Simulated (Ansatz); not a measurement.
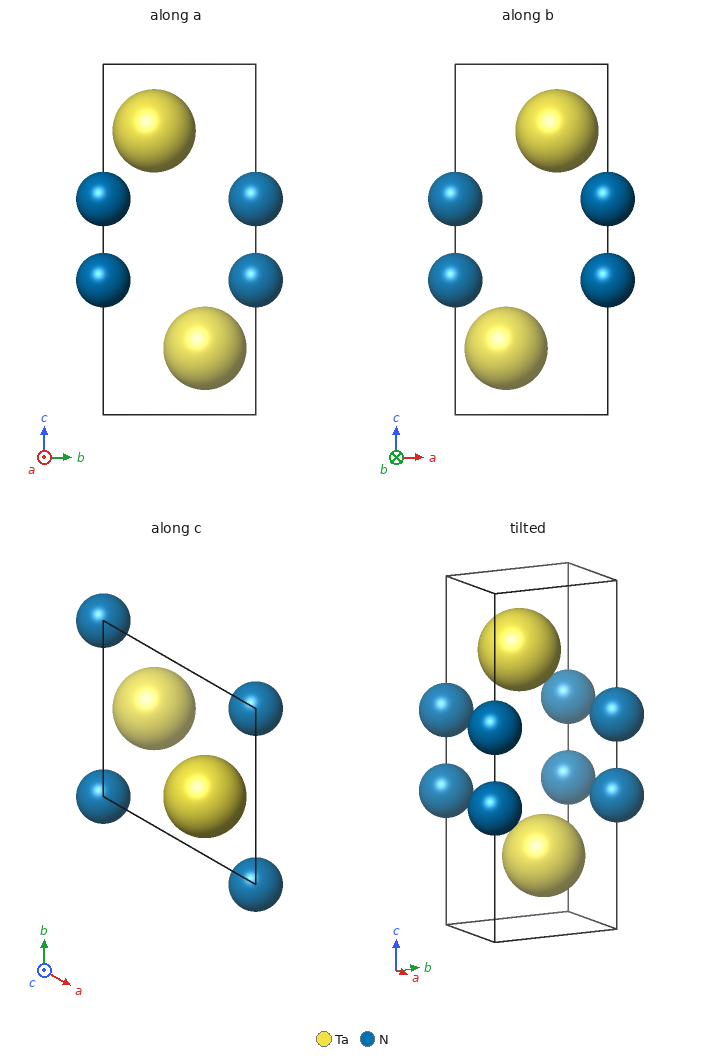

Crystal structure, spheres-only style, seen along the a axis, along the b axis, along the c axis and slightly off an axis. The conventional unit cell is outlined; an atom on or near a face, edge or corner is repeated at each equivalent position.

Lattice parameters: a = 3.0877 Å, b = 3.0877 Å, c = 6.1531 Å, α = 90.000°, β = 90.000°, γ = 120.000°.

**Express the structure as a CIF in P1 with every atom of the cell, with free fractional coordinates to two decimals.**

```cif
data_structure
_symmetry_space_group_name_H-M 'P 1'
_symmetry_Int_Tables_number 1
_cell_length_a 3.0877
_cell_length_b 3.0877
_cell_length_c 6.1531
_cell_angle_alpha 90.000
_cell_angle_beta 90.000
_cell_angle_gamma 120.000
_cell_volume 50.80
loop_
_atom_site_label
_atom_site_type_symbol
_atom_site_fract_x
_atom_site_fract_y
_atom_site_fract_z
_atom_site_occupancy
Ta1 Ta 0.3333 0.6667 0.19 1
Ta2 Ta 0.6667 0.3333 0.81 1
N1 N 0.00 0.00 0.62 1
N2 N 0.00 0.00 0.38 1
```

Its origin is a random cell made by a generator, so it need not be a real form of the compound. Earlier steps of the study, as a rule a relaxation of our own, may have changed the cell and positions, so they can lie some per cent off the listed ones. It was the input of a calculation with Ansatz.
